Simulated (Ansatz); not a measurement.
**Single-point calculation, with input and output: Mg (part 1 of 2)**

- system: Mg (P6₃/mmc, 36 atoms in the cell)
- method: DFT, PBE, plane waves, PAW, no spin polarisation (Ansatz 0.2.0)

The structure derives from a Materials Project entry. It belongs to a series of runs on one base structure; here: the perfect crystal in a cell of 36 atoms. Figures and captions count atoms from 1; the log counts them from 0 in places.

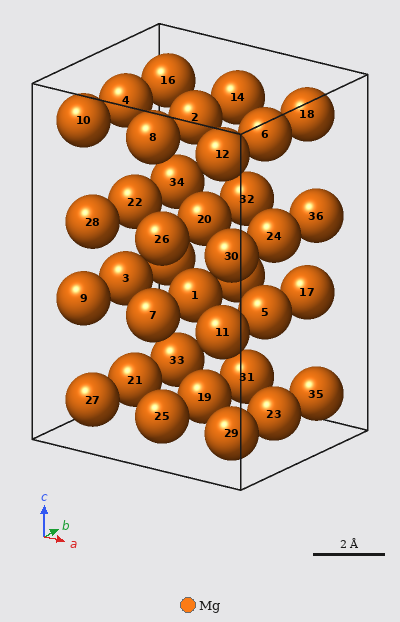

**Figure 1.** The input geometry (spheres-only view of the cell of the calculation, seen slightly off an axis; atoms are numbered from 1 in the order of the input).

Input
```yaml
crystal:
  lattice:
    - [4.8132675394, -8.3368239461, 0.0]
    - [-9.6265350939, 8.8e-09, 0.0]
    - [0.0, 0.0, -10.2918323947]
  atoms:
    - { symbol: Mg, position: [0.4444444444, 0.5555555556, 0.375] }
    - { symbol: Mg, position: [0.4444444444, 0.5555555556, 0.875] }
    - { symbol: Mg, position: [0.1111111111, 0.5555555556, 0.375] }
    - { symbol: Mg, position: [0.1111111111, 0.5555555556, 0.875] }
    - { symbol: Mg, position: [0.7777777778, 0.5555555556, 0.375] }
    - { symbol: Mg, position: [0.7777777778, 0.5555555556, 0.875] }
    - { symbol: Mg, position: [0.4444444444, 0.2222222222, 0.375] }
    - { symbol: Mg, position: [0.4444444444, 0.2222222222, 0.875] }
    - { symbol: Mg, position: [0.1111111111, 0.2222222222, 0.375] }
    - { symbol: Mg, position: [0.1111111111, 0.2222222222, 0.875] }
    - { symbol: Mg, position: [0.7777777778, 0.2222222222, 0.375] }
    - { symbol: Mg, position: [0.7777777778, 0.2222222222, 0.875] }
    - { symbol: Mg, position: [0.4444444444, 0.8888888889, 0.375] }
    - { symbol: Mg, position: [0.4444444444, 0.8888888889, 0.875] }
    - { symbol: Mg, position: [0.1111111111, 0.8888888889, 0.375] }
    - { symbol: Mg, position: [0.1111111111, 0.8888888889, 0.875] }
    - { symbol: Mg, position: [0.7777777778, 0.8888888889, 0.375] }
    - { symbol: Mg, position: [0.7777777778, 0.8888888889, 0.875] }
    - { symbol: Mg, position: [0.5555555556, 0.4444444444, 0.125] }
    - { symbol: Mg, position: [0.5555555556, 0.4444444444, 0.625] }
    - { symbol: Mg, position: [0.2222222222, 0.4444444444, 0.125] }
    - { symbol: Mg, position: [0.2222222222, 0.4444444444, 0.625] }
    - { symbol: Mg, position: [0.8888888889, 0.4444444444, 0.125] }
    - { symbol: Mg, position: [0.8888888889, 0.4444444444, 0.625] }
    - { symbol: Mg, position: [0.5555555556, 0.1111111111, 0.125] }
    - { symbol: Mg, position: [0.5555555556, 0.1111111111, 0.625] }
    - { symbol: Mg, position: [0.2222222222, 0.1111111111, 0.125] }
    - { symbol: Mg, position: [0.2222222222, 0.1111111111, 0.625] }
    - { symbol: Mg, position: [0.8888888889, 0.1111111111, 0.125] }
    - { symbol: Mg, position: [0.8888888889, 0.1111111111, 0.625] }
    - { symbol: Mg, position: [0.5555555556, 0.7777777778, 0.125] }
    - { symbol: Mg, position: [0.5555555556, 0.7777777778, 0.625] }
    - { symbol: Mg, position: [0.2222222222, 0.7777777778, 0.125] }
    - { symbol: Mg, position: [0.2222222222, 0.7777777778, 0.625] }
    - { symbol: Mg, position: [0.8888888889, 0.7777777778, 0.125] }
    - { symbol: Mg, position: [0.8888888889, 0.7777777778, 0.625] }
basis:
  ecutwfc: 420
  xc_grid: 2
kpoints:
  mp_grid: { grid: [3, 3, 3], shift: [0.0, 0.0, 0.0] }
hamiltonian:
  xc: pbe
scf:
  occupations: { method: gaussian, width: 0.1 }
output:
  forces: true
  stress: true
  eigenvalues: true
  write_density: true
  write_potential: true
  elf: true
  volumetric_format: npy
```

Launch command:
```bash
ansatz run input.yaml --threads 4 --pin off --max-ram 8192MiB --backend cpu --events-out ev --progress --plain --runs-dir out
```

The program's output
```
Engine: ansatz 0.2.0, x86_64-unknown-linux-gnu
Pseudopotentials: kind: paw
Pseudopotential: Mg, paw, valence charge 10, recommended cutoff 420 eV (normal), Mg.paw.azcp
Functional definition: PBE
  parameter kappa = 0.804
  parameter beta = 0.06672455060314922
  exchange = pbe_x(kappa = kappa, mu = beta*pi^2/3)
  correlation = pbe_c(beta = beta)
Crystal: 36 atoms, lattice volume = 825.968 Å³
Basis set: ecut = 420 eV, 16121 PW (Γ), exchange–correlation on 144×144×144 points (8 copies of the dense FFT grid, shifted against one another)
Bands: 216, of which v1, the nominal top of the filled ones, is band 180 counted from 1 (179 counted from 0)
Symmetry: 432 space group operations
Space group: P63/mmc (ITA 194), of the structure as read, at distance tolerance 9.4e-5 Å
k-points: 6 of 27
Non-local potential: Mg, projectors of the file, l = 0: 3, l = 1: 2, l = 2: 1
PAW form: soft (Blöchl's): semilocal exchange-correlation on the pseudo side does not see the compensation charge
PAW one-centre angular grid: Mg, 110 points (default); XC on 64 Gauss nodes
Initial density: superposition of atomic densities (neutral atoms: chi_scale 0, normalization atom), corrected by the library's trained network
Initial wavefunctions: pseudopotential atomic-orbital guess
Functional: x = pbe(κ = 0.804, μ = 0.2195149727645171), c = pbe(β = 0.06672455060314922)
SCF iter   1: F=—  HF=-69256.776842 eV  |F-HF|=—  |Δ(HF+E_count)|=         —  Δρ=1.17e-3  dr2=1.49e-2  ethr=1.77e-3  ⟨swp⟩=10.2  Hψ=6444  notcnv=0  defer=2
preconditioner: auto → Kerker (q_TF=auto, 2.376 Å⁻¹)  [metal: Δε(μ)=0.073 eV  Ē_g=4.836 eV  σ=0.100 eV  W_gap=0.37  n_scr=210 (ndim 8)  ℏωp=11.0 eV  f_vac=0.000  D(μ)=18.89/eV (n_scr^D=120)]
SCF iter   2: F=—  HF=-69256.775851 eV  |F-HF|=—  |Δ(HF+E_count)|=   9.91e-4  Δρ=8.30e-4  dr2=7.73e-3  ethr=4.14e-6  ⟨swp⟩=2.0  Hψ=1599  notcnv=0  defer=2
SCF iter   3: F=—  HF=-69256.775417 eV  |F-HF|=—  |Δ(HF+E_count)|=   4.34e-4  Δρ=1.54e-4  dr2=2.84e-4  ethr=2.15e-6  ⟨swp⟩=1.0  Hψ=1143  notcnv=0  defer=2
SCF iter   4: F=—  HF=-69256.775394 eV  |F-HF|=—  |Δ(HF+E_count)|=   2.34e-5  Δρ=3.02e-5  dr2=4.73e-6  ethr=7.88e-8  ⟨swp⟩=1.0  Hψ=1143  notcnv=0  defer=2
SCF iter   5: F=—  HF=-69256.775286 eV  |F-HF|=—  |Δ(HF+E_count)|=   1.08e-4  Δρ=8.09e-6  dr2=4.61e-7  ethr=1.31e-9  ⟨swp⟩=2.0  Hψ=2225  notcnv=0  defer=2
SCF iter   6: F=-69256.775286 eV  HF=-69256.775286 eV  |F-HF|=7.03e-9  |Δ(HF+E_count)|=   2.91e-7  Δρ=1.90e-6  dr2=2.97e-8  ethr=2.78e-11  ⟨swp⟩=13.8  Hψ=7966  notcnv=0
SCF 1 converged in 6 iterations: F = -69256.775286 eV  dr2 = 2.97e-8
  greatest PAW one-centre occupation: 1.000 electrons in one spin orbital (limit 2), on the Mg atom at site 17 (counted from 0), in its partial waves of l = 0
```

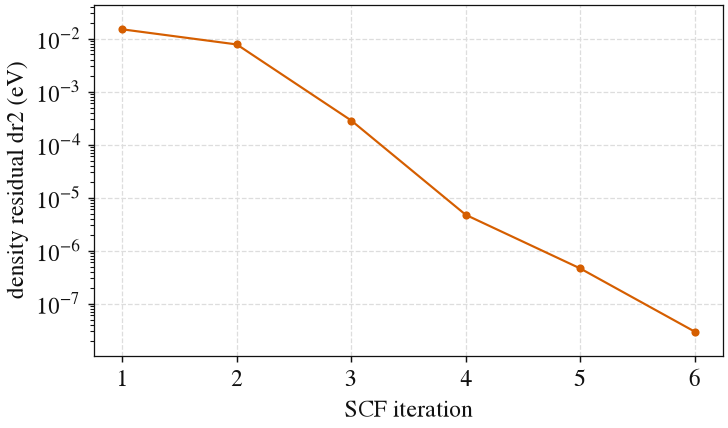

**Figure 2.** Convergence of the self-consistent field: density residual dr2 against the SCF iteration. The residual falls at every step.

```
SCF converged after 6 iterations
Free energy (F): -69256.775286 eV
Harris-Foulkes:  -69256.775286 eV  (|F-HF|=7.03e-9)
Internal energy: -69256.679709 eV  (E = F + TS)
E sigma→0 (E₀):  -69256.727498 eV
Entropy (-TS):   -0.095577 eV (-2.655 meV/atom)
Fermi energy:    5.503573 eV
--- Per-component energies (eV) ---
  E_band       = -12865.744062
  E_kinetic    = 2694.238383
  E_local      = -58330.140415  (includes V_loc(G=0)·N_el)
  E_nonlocal   = 3445.013620
  E_hartree    = 20831.314542
  E_xc         = -1022.944280
  E_vxc        = -1319.624252  (∫ρ·V_xc dr)
  E_paw        = -10530.876202  (= ΣΔE_a)
  E_vpaw       = -1017.852566  (= ΣTr[D̂ρ^β])
  E_aug_tail   = -0.000123  (compensation charges beyond the density's cutoff)
  E_ewald      = -26343.285235
  E_smearing   = -0.095577  (= −TS)
  E_closure    = 0.000000  (closes the sum)
  Σ components = -69256.775286   (vs F -69256.775286, Δ=0.00e0)
--- Forces (eV/Å), atoms counted from 1 ---
  atom   1  Mg    -0.00000000    -0.00000000     0.00000000
  atom   2  Mg    -0.00000000    -0.00000000     0.00000000
  atom   3  Mg     0.00000000    -0.00000000     0.00000000
  atom   4  Mg     0.00000000    -0.00000000    -0.00000000
  atom   5  Mg    -0.00000000    -0.00000000    -0.00000000
  atom   6  Mg    -0.00000000     0.00000000    -0.00000000
  atom   7  Mg    -0.00000000    -0.00000000     0.00000000
  atom   8  Mg    -0.00000000    -0.00000000     0.00000000
  atom   9  Mg     0.00000000    -0.00000000     0.00000000
  atom  10  Mg    -0.00000000    -0.00000000     0.00000000
  atom  11  Mg    -0.00000000    -0.00000000    -0.00000000
  atom  12  Mg    -0.00000000    -0.00000000    -0.00000000
  atom  13  Mg    -0.00000000    -0.00000000     0.00000000
  atom  14  Mg    -0.00000000    -0.00000000     0.00000000
  atom  15  Mg     0.00000000    -0.00000000     0.00000000
  atom  16  Mg     0.00000000    -0.00000000     0.00000000
  atom  17  Mg    -0.00000000    -0.00000000    -0.00000000
  atom  18  Mg    -0.00000000     0.00000000    -0.00000000
  atom  19  Mg     0.00000000     0.00000000    -0.00000000
  atom  20  Mg     0.00000000     0.00000000    -0.00000000
  atom  21  Mg     0.00000000     0.00000000     0.00000000
  atom  22  Mg     0.00000000     0.00000000     0.00000000
  atom  23  Mg    -0.00000000     0.00000000    -0.00000000
  atom  24  Mg    -0.00000000     0.00000000    -0.00000000
  atom  25  Mg     0.00000000     0.00000000    -0.00000000
  atom  26  Mg     0.00000000     0.00000000    -0.00000000
  atom  27  Mg     0.00000000     0.00000000     0.00000000
  atom  28  Mg     0.00000000    -0.00000000     0.00000000
  atom  29  Mg    -0.00000000     0.00000000    -0.00000000
  atom  30  Mg    -0.00000000     0.00000000    -0.00000000
  atom  31  Mg     0.00000000     0.00000000    -0.00000000
  atom  32  Mg     0.00000000     0.00000000    -0.00000000
  atom  33  Mg     0.00000000     0.00000000     0.00000000
  atom  34  Mg    -0.00000000     0.00000000     0.00000000
  atom  35  Mg    -0.00000000     0.00000000    -0.00000000
  atom  36  Mg    -0.00000000     0.00000000    -0.00000000
  max |Σ_I F_I| component: 6.73e-17 eV/Å
--- Stress (GPa, compression-positive) ---
        0.092801      -0.000000       0.000000
       -0.000000       0.092801      -0.000000
       -0.000000       0.000000       0.063470
  P = ⅓ Tr σ = 0.0830 GPa (0.830 kbar)
--- Band table (eV; the first three rows and the last of 6) ---
  k-point 0: bands = ["-70.3401", "-70.3386", "-70.3386", "-70.3382", "-70.3382", "-70.3382", "-70.3382", "-70.3382", "-70.3382", "-70.3373", "-70.3373", "-70.3373", "-70.3373", "-70.3373", "-70.3373", "-70.3373", "-70.3373", "-70.3373", "-70.3373", "-70.3373", "-70.3373", "-70.3370", "-70.3366", "-70.3366", "-70.3366", "-70.3366", "-70.3366", "-70.3366", "-70.3366", "-70.3366", "-70.3364", "-70.3364", "-70.3364", "-70.3364", "-70.3364", "-70.3364", "-37.1128", "-37.1037", "-37.1037", "-37.1037",
      "-37.1037", "-37.1035", "-37.1035", "-37.1035", "-37.1035", "-37.1035", "-37.1035", "-37.1030", "-37.1030", "-37.1030", "-37.1030", "-37.1030", "-37.1030", "-37.1030", "-37.1030", "-37.1030", "-37.1030", "-37.1030", "-37.1030", "-37.0999", "-37.0999", "-37.0985", "-37.0985", "-37.0985", "-37.0985", "-37.0985", "-37.0985", "-37.0960", "-37.0960", "-37.0950", "-37.0950", "-37.0950", "-37.0950", "-37.0949", "-37.0949", "-37.0949", "-37.0949", "-37.0935", "-37.0935", "-37.0935",
      "-37.0935", "-37.0935", "-37.0935", "-37.0928", "-37.0928", "-37.0928", "-37.0928", "-37.0898", "-37.0898", "-37.0870", "-37.0870", "-37.0870", "-37.0870", "-37.0870", "-37.0870", "-37.0868", "-37.0868", "-37.0868", "-37.0868", "-37.0868", "-37.0868", "-37.0868", "-37.0868", "-37.0868", "-37.0868", "-37.0868", "-37.0868", "-37.0842", "-37.0842", "-37.0842", "-37.0842", "-37.0842", "-37.0842", "-37.0841", "-37.0841", "-37.0841", "-37.0841", "-37.0833", "-37.0833", "-37.0833",
      "-37.0833", "-37.0833", "-37.0833", "-37.0833", "-37.0833", "-37.0833", "-37.0833", "-37.0833", "-37.0833", "-37.0816", "-37.0816", "-37.0795", "-37.0795", "-37.0795", "-37.0795", "-37.0795", "-37.0795", "-37.0791", "-37.0790", "-37.0790", "-37.0790", "-37.0790", "-37.0764", "-37.0764", "-1.2778", "0.1406", "0.1406", "0.8738", "0.8738", "0.8738", "0.8738", "0.8738", "0.8738", "2.2561", "2.2561", "2.2561", "2.2561", "2.2561", "2.2561", "2.2561",
      "2.2561", "2.2561", "2.2561", "2.2561", "2.2561", "4.0409", "4.5306", "5.0039", "5.0039", "5.0122", "5.0122", "5.0122", "5.0122", "5.8287", "5.8287", "5.8287", "5.8287", "6.0201", "6.0201", "6.0201", "6.0201", "6.0201", "6.0201", "6.2904", "6.2904", "6.2904", "6.2904", "6.2904", "6.2904", "6.3181", "6.3181", "6.3181", "6.3181", "7.1619", "7.1619", "7.1619", "7.1619", "7.5314", "7.5314", "7.5314",
      "7.5314", "7.5314", "7.5314", "8.4138", "8.4138", "8.4138", "8.4138", "8.4138", "8.4138", "8.4138", "8.4138", "8.4138", "8.4138", "8.4138", "8.4138", "9.7902"]
```
